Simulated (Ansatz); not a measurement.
# MgO: geometry relaxation (part 3 of 3)

The same run, continued: MgO (slab, 24 atoms in the cell); DFT PBE, scalar-relativistic, plane waves, PAW, no spin polarisation (Ansatz 0.2.0); cutoff 420 eV, 3×3×1 k-mesh, Gaussian smearing of 0.05 eV. The structure derives from an entry of the Crystallography Open Database. The input holds or restrains some coordinates. Forces given for the steps count only the free coordinates. It belongs to a series of runs on one base structure; here: clean slab, lower planes held.

Geometry of the input (Å; fractional positions):
```
6.0158  0.0000  0.0000
-3.0079  5.2099  0.0000
0.0000  0.0000  22.1399
O  0.1667  0.3333  0.3613
O  0.1667  0.8333  0.3613
O  0.6667  0.3333  0.3613
O  0.6667  0.8333  0.3613
Mg 0.3333  0.1667  0.4168
Mg 0.3333  0.6667  0.4168
Mg 0.8333  0.1667  0.4168
Mg 0.8333  0.6667  0.4168
O  0.5000  0.5000  0.4723
O  0.5000  0.0000  0.4723
O  -0.0000  0.5000  0.4723
O  0.0000  0.0000  0.4723
Mg 0.6667  0.3333  0.5277
Mg 0.6667  0.8333  0.5277
Mg 0.1667  0.3333  0.5277
Mg 0.1667  0.8333  0.5277
O  0.8333  0.6667  0.5832
O  0.8333  0.1667  0.5832
O  0.3333  0.6667  0.5832
O  0.3333  0.1667  0.5832
Mg -0.0000  0.5000  0.6387
Mg 0.0000  0.0000  0.6387
Mg 0.5000  0.5000  0.6387
Mg 0.5000  0.0000  0.6387
```

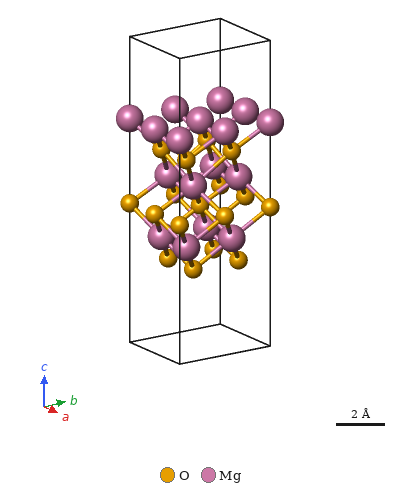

Figure 1. The geometry at step 4 of the log (ball-and-stick view of the cell of the calculation, with the vacuum cut short, seen slightly off an axis).

### Output, continued
```
  k-point 1: bands = ["-77.5509", "-77.5485", "-77.5473", "-77.5473", "-76.5854", "-76.5829", "-76.5816", "-76.5816", "-74.6755", "-74.6730", "-74.6718", "-74.6718", "-44.3350", "-44.3350", "-44.3287", "-44.3077", "-44.3077", "-44.3034", "-44.2992", "-44.2978", "-44.2961", "-44.2939", "-44.2939", "-44.2916", "-43.3648", "-43.3648", "-43.3583", "-43.3547", "-43.3489", "-43.3464", "-43.3464", "-43.3357", "-43.3357", "-43.3296", "-43.3251", "-43.3186", "-41.4585", "-41.4585", "-41.4518", "-41.4313", "-41.4295", "-41.4295", "-41.4257", "-41.4234", "-41.4229", "-41.4229", "-41.4188", "-41.4124", "-21.0917", "-20.6760", "-20.4580", "-20.4580", "-20.0314", "-19.6840", "-19.4963", "-19.4963", "-17.0284", "-16.7483", "-16.5990", "-16.5990", "-8.1711", "-8.1711", "-7.9462", "-7.8856", "-7.4453", "-7.4275", "-7.4275", "-6.4698", "-6.4642", "-6.4642", "-6.4568", "-6.1763", "-6.1763", "-5.5347", "-5.5203", "-5.3348", "-5.3348", "-5.3092", "-5.2097", "-5.2097", "-5.1971", "-5.1007", "-4.5864", "-4.2693", "-3.1504", "-3.1504", "-2.9333", "-2.7995", "-1.9582", "-1.9438", "-1.9438", "-1.7994", "-1.7737", "-1.6714", "-1.6714", "-1.4674", "-1.4239", "-1.1785", "-0.1333", "-0.1333", "2.0617", "2.8198", "2.8198", "3.3199", "3.3202", "4.2031", "4.3690", "5.1162", "5.1785", "5.2065", "5.2065", "5.5327", "5.5327", "5.7987", "6.3599", "6.4408", "6.4408", "6.7520", "6.8284", "6.8284"]
  k-point 2: bands = ["-77.5491", "-77.5491", "-77.5491", "-77.5467", "-76.5835", "-76.5835", "-76.5835", "-76.5810", "-74.6737", "-74.6737", "-74.6737", "-74.6712", "-44.3278", "-44.3232", "-44.3196", "-44.3196", "-44.3196", "-44.2988", "-44.2988", "-44.2988", "-44.2971", "-44.2971", "-44.2971", "-44.2929", "-43.3560", "-43.3531", "-43.3511", "-43.3511", "-43.3511", "-43.3476", "-43.3476", "-43.3476", "-43.3450", "-43.3262", "-43.3262", "-43.3262", "-41.4484", "-41.4482", "-41.4420", "-41.4420", "-41.4420", "-41.4272", "-41.4272", "-41.4272", "-41.4216", "-41.4199", "-41.4199", "-41.4199", "-20.7855", "-20.7855", "-20.7855", "-20.3505", "-19.7748", "-19.7748", "-19.7748", "-19.3989", "-16.8209", "-16.8209", "-16.8209", "-16.5219", "-7.6506", "-7.5123", "-7.5093", "-7.5093", "-7.5093", "-7.3471", "-7.3471", "-7.3471", "-7.0712", "-6.4159", "-6.2612", "-6.2612", "-6.2612", "-5.8681", "-5.6289", "-5.6289", "-5.6289", "-5.2678", "-5.2678", "-5.2678", "-5.1943", "-4.7607", "-4.7607", "-4.7607", "-2.8329", "-2.7094", "-2.5515", "-2.5515", "-2.5515", "-1.8999", "-1.8999", "-1.8999", "-1.8073", "-1.8073", "-1.8073", "-1.6023", "-1.5231", "-1.5231", "-1.5231", "1.3767", "2.9856", "3.1673", "3.3660", "3.3660", "3.3660", "4.2947", "4.2947", "4.2947", "5.1929", "5.1929", "5.1929", "6.2214", "6.2214", "6.2214", "6.3509", "6.5036", "6.5036", "6.5036", "6.7752", "7.1321"]
--- Relaxed structure (5 steps of the walk, 5 accepted, 0 SCFs on fresh bases) ---
  F+E_penalty+E_count = -29908.08459986 eV   max|allowed force component| = 2.039e-3 eV/Å
  atoms:
    - { symbol: O, position: [0.16666666666666666, 0.33333333333333337, 0.36133861859999994] }
    - { symbol: O, position: [0.16666666666666663, 0.8333333333333331, 0.36133861859999994] }
    - { symbol: O, position: [0.6666666666666666, 0.3333333333333333, 0.36133861859999994] }
    - { symbol: O, position: [0.6666666666666666, 0.8333333333333333, 0.36133861859999994] }
    - { symbol: Mg, position: [0.3333333333333334, 0.16666666666666663, 0.41680317119999993] }
    - { symbol: Mg, position: [0.3333333333333334, 0.6666666666666665, 0.41680317119999993] }
    - { symbol: Mg, position: [0.8333333333333334, 0.1666666666666666, 0.41680317119999993] }
    - { symbol: Mg, position: [0.8333333333333334, 0.6666666666666665, 0.41680317119999993] }
    - { symbol: O, position: [0.5, 0.5, 0.4722677236999999] }
    - { symbol: O, position: [0.5, -4.0389678347315804e-28, 0.4722677236999999] }
    - { symbol: O, position: [0.0, 0.49999999999999994, 0.4722677236999999] }
    - { symbol: O, position: [0.0, 0.0, 0.4722677236999999] }
    - { symbol: Mg, position: [0.6666666666666666, 0.3333333333333333, 0.5227382513185109] }
    - { symbol: Mg, position: [0.6666666666666666, 0.8333333333333333, 0.5227382513185109] }
    - { symbol: Mg, position: [0.16666666666666666, 0.33333333333333337, 0.5227382513185109] }
    - { symbol: Mg, position: [0.16666666666666663, 0.8333333333333331, 0.5227382513185109] }
    - { symbol: O, position: [0.8333333333333334, 0.6666666666666665, 0.5849273292209872] }
    - { symbol: O, position: [0.8333333333333334, 0.1666666666666666, 0.5849273292209872] }
    - { symbol: O, position: [0.3333333333333334, 0.6666666666666665, 0.5849273292209872] }
    - { symbol: O, position: [0.3333333333333334, 0.16666666666666663, 0.5849273292209872] }
    - { symbol: Mg, position: [0.0, 0.49999999999999994, 0.6358572823323458] }
    - { symbol: Mg, position: [-6.61487772511872e-19, 2.430914856371729e-31, 0.6358572823323458] }
    - { symbol: Mg, position: [0.5, 0.5, 0.6358572823323458] }
    - { symbol: Mg, position: [0.5, -4.0389678347315804e-28, 0.6358572823323458] }
```

### Trajectory as extended XYZ (Å, eV, eV/Å), 4 of the 5 frames kept, from step=1 to step=5
```
24
Lattice="6.0158 0.0000 0.0000 -3.0079 5.2099 0.0000 0.0000 0.0000 22.1399" Properties=species:S:1:pos:R:3:forces:R:3 step=1 energy=-29907.67786
O     0.0000    1.7366    8.0000    0.0000   0.0000   1.1084
O    -1.5040    4.3416    8.0000    0.0000   0.0000   1.1084
O     3.0079    1.7366    8.0000    0.0000   0.0000   1.1084
O     1.5040    4.3416    8.0000    0.0000   0.0000   1.1084
Mg    1.5040    0.8683    9.2280    0.0000   0.0000  -1.8430
Mg    0.0000    3.4733    9.2280    0.0000   0.0000  -1.8430
Mg    4.5119    0.8683    9.2280    0.0000   0.0000  -1.8430
Mg    3.0079    3.4733    9.2280    0.0000   0.0000  -1.8430
O     1.5040    2.6049   10.4560    0.0000   0.0000   1.4320
O     3.0079    0.0000   10.4560    0.0000   0.0000   1.4320
O    -1.5040    2.6049   10.4560    0.0000   0.0000   1.4320
O     0.0000    0.0000   10.4560    0.0000   0.0000   1.4320
Mg    3.0079    1.7366   11.6839    0.0000   0.0000  -1.4018
Mg    1.5040    4.3416   11.6839    0.0000   0.0000  -1.4018
Mg    0.0000    1.7366   11.6839    0.0000   0.0000  -1.4018
Mg   -1.5040    4.3416   11.6839    0.0000   0.0000  -1.4018
O     3.0079    3.4733   12.9119    0.0000   0.0000   0.9227
O     4.5119    0.8683   12.9119    0.0000   0.0000   0.9227
O     0.0000    3.4733   12.9119    0.0000   0.0000   0.9227
O     1.5040    0.8683   12.9119    0.0000   0.0000   0.9227
Mg   -1.5040    2.6049   14.1399    0.0000   0.0000  -0.2181
Mg    0.0000    0.0000   14.1399    0.0000   0.0000  -0.2181
Mg    1.5040    2.6049   14.1399    0.0000   0.0000  -0.2181
Mg    3.0079    0.0000   14.1399    0.0000   0.0000  -0.2181
24
Lattice="6.0158 0.0000 0.0000 -3.0079 5.2099 0.0000 0.0000 0.0000 22.1399" Properties=species:S:1:pos:R:3:forces:R:3 step=2 energy=-29907.89394
O     0.0000    1.7366    8.0000    0.0000   0.0000   1.2028
O    -1.5040    4.3416    8.0000    0.0000   0.0000   1.2028
O     3.0079    1.7366    8.0000    0.0000   0.0000   1.2028
O     1.5040    4.3416    8.0000    0.0000   0.0000   1.2028
Mg    1.5040    0.8683    9.2280    0.0000   0.0000  -2.1523
Mg    0.0000    3.4733    9.2280    0.0000   0.0000  -2.1523
Mg    4.5119    0.8683    9.2280    0.0000   0.0000  -2.1523
Mg    3.0079    3.4733    9.2280    0.0000   0.0000  -2.1523
O     1.5040    2.6049   10.4560    0.0000   0.0000   1.3341
O     3.0079    0.0000   10.4560    0.0000   0.0000   1.3341
O    -1.5040    2.6049   10.4560    0.0000   0.0000   1.3341
O     0.0000    0.0000   10.4560    0.0000   0.0000   1.3341
Mg    3.0079    1.7366   11.6399    0.0000   0.0000  -0.8139
Mg    1.5040    4.3416   11.6399    0.0000   0.0000  -0.8139
Mg    0.0000    1.7366   11.6399    0.0000   0.0000  -0.8139
Mg   -1.5040    4.3416   11.6399    0.0000   0.0000  -0.8139
O     3.0079    3.4733   12.9136    0.0000   0.0000   0.7346
O     4.5119    0.8683   12.9136    0.0000   0.0000   0.7346
O     0.0000    3.4733   12.9136    0.0000   0.0000   0.7346
O     1.5040    0.8683   12.9136    0.0000   0.0000   0.7346
Mg   -1.5040    2.6049   14.1253    0.0000   0.0000  -0.3041
Mg    0.0000    0.0000   14.1253    0.0000   0.0000  -0.3041
Mg    1.5040    2.6049   14.1253    0.0000   0.0000  -0.3041
Mg    3.0079    0.0000   14.1253    0.0000   0.0000  -0.3041
24
Lattice="6.0158 0.0000 0.0000 -3.0079 5.2099 0.0000 0.0000 0.0000 22.1399" Properties=species:S:1:pos:R:3:forces:R:3 step=4 energy=-29908.08335
O     0.0000    1.7366    8.0000    0.0000   0.0000   1.4875
O    -1.5040    4.3416    8.0000    0.0000   0.0000   1.4875
O     3.0079    1.7366    8.0000    0.0000   0.0000   1.4875
O     1.5040    4.3416    8.0000    0.0000   0.0000   1.4875
Mg    1.5040    0.8683    9.2280    0.0000   0.0000  -2.8625
Mg    0.0000    3.4733    9.2280    0.0000   0.0000  -2.8625
Mg    4.5119    0.8683    9.2280    0.0000   0.0000  -2.8625
Mg    3.0079    3.4733    9.2280    0.0000   0.0000  -2.8625
O     1.5040    2.6049   10.4560    0.0000   0.0000   1.4000
O     3.0079    0.0000   10.4560    0.0000   0.0000   1.4000
O    -1.5040    2.6049   10.4560    0.0000   0.0000   1.4000
O     0.0000    0.0000   10.4560    0.0000   0.0000   1.4000
Mg    3.0079    1.7366   11.5750    0.0000   0.0000   0.0395
Mg    1.5040    4.3416   11.5750    0.0000   0.0000   0.0395
Mg    0.0000    1.7366   11.5750    0.0000   0.0000   0.0395
Mg   -1.5040    4.3416   11.5750    0.0000   0.0000   0.0395
O     3.0079    3.4733   12.9595    0.0000   0.0000  -0.0196
O     4.5119    0.8683   12.9595    0.0000   0.0000  -0.0196
O     0.0000    3.4733   12.9595    0.0000   0.0000  -0.0196
O     1.5040    0.8683   12.9595    0.0000   0.0000  -0.0196
Mg   -1.5040    2.6049   14.0892    0.0000   0.0000  -0.0450
Mg    0.0000    0.0000   14.0892    0.0000   0.0000  -0.0450
Mg    1.5040    2.6049   14.0892    0.0000   0.0000  -0.0450
Mg    3.0079    0.0000   14.0892    0.0000   0.0000  -0.0450
24
Lattice="6.0158 0.0000 0.0000 -3.0079 5.2099 0.0000 0.0000 0.0000 22.1399" Properties=species:S:1:pos:R:3:forces:R:3 step=5 energy=-29908.08460
O     0.0000    1.7366    8.0000    0.0000   0.0000   1.4850
O    -1.5040    4.3416    8.0000    0.0000   0.0000   1.4850
O     3.0079    1.7366    8.0000    0.0000   0.0000   1.4850
O     1.5040    4.3416    8.0000    0.0000   0.0000   1.4850
Mg    1.5040    0.8683    9.2280    0.0000   0.0000  -2.8614
Mg    0.0000    3.4733    9.2280    0.0000   0.0000  -2.8614
Mg    4.5119    0.8683    9.2280    0.0000   0.0000  -2.8614
Mg    3.0079    3.4733    9.2280    0.0000   0.0000  -2.8614
O     1.5040    2.6049   10.4560    0.0000   0.0000   1.3769
O     3.0079    0.0000   10.4560    0.0000   0.0000   1.3769
O    -1.5040    2.6049   10.4560    0.0000   0.0000   1.3769
O     0.0000    0.0000   10.4560    0.0000   0.0000   1.3769
Mg    3.0079    1.7366   11.5734    0.0000   0.0000  -0.0016
Mg    1.5040    4.3416   11.5734    0.0000   0.0000  -0.0016
Mg    0.0000    1.7366   11.5734    0.0000   0.0000  -0.0016
Mg   -1.5040    4.3416   11.5734    0.0000   0.0000  -0.0016
O     3.0079    3.4733   12.9502    0.0000   0.0000   0.0020
O     4.5119    0.8683   12.9502    0.0000   0.0000   0.0020
O     0.0000    3.4733   12.9502    0.0000   0.0000   0.0020
O     1.5040    0.8683   12.9502    0.0000   0.0000   0.0020
Mg   -1.5040    2.6049   14.0778    0.0000   0.0000  -0.0008
Mg    0.0000    0.0000   14.0778    0.0000   0.0000  -0.0008
Mg    1.5040    2.6049   14.0778    0.0000   0.0000  -0.0008
Mg    3.0079    0.0000   14.0778    0.0000   0.0000  -0.0008
```

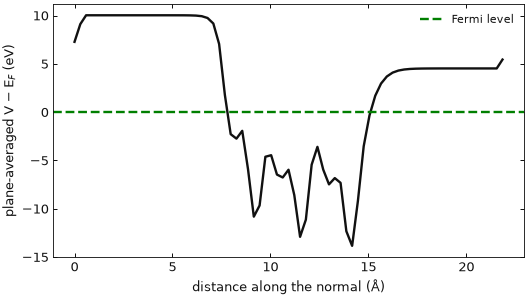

Figure 2. Plane average of the electrostatic potential energy of an electron across the cell, from the Fermi level. The vacuum level lies 4.53 eV above the Fermi level on the upper side and 10.03 eV on the lower.

### Summary

```csv
quantity,value
outcome,converged under the restraints of the input
electrons treated,192
free energy,−29908.0846 eV
"work function, top face",4.53 eV
"work function, bottom face",10.03 eV
Fermi energy,−1.486 eV
gap on the k-point mesh,none (metallic)
final volume,693.90 Å³
work function (upper face),4.53 eV
"largest force (length of the vector) at the end, held atoms and coordinates included",2.861 eV/Å
wall time,46 s (CPU time 3 min)
peak memory,1.3 GiB
```
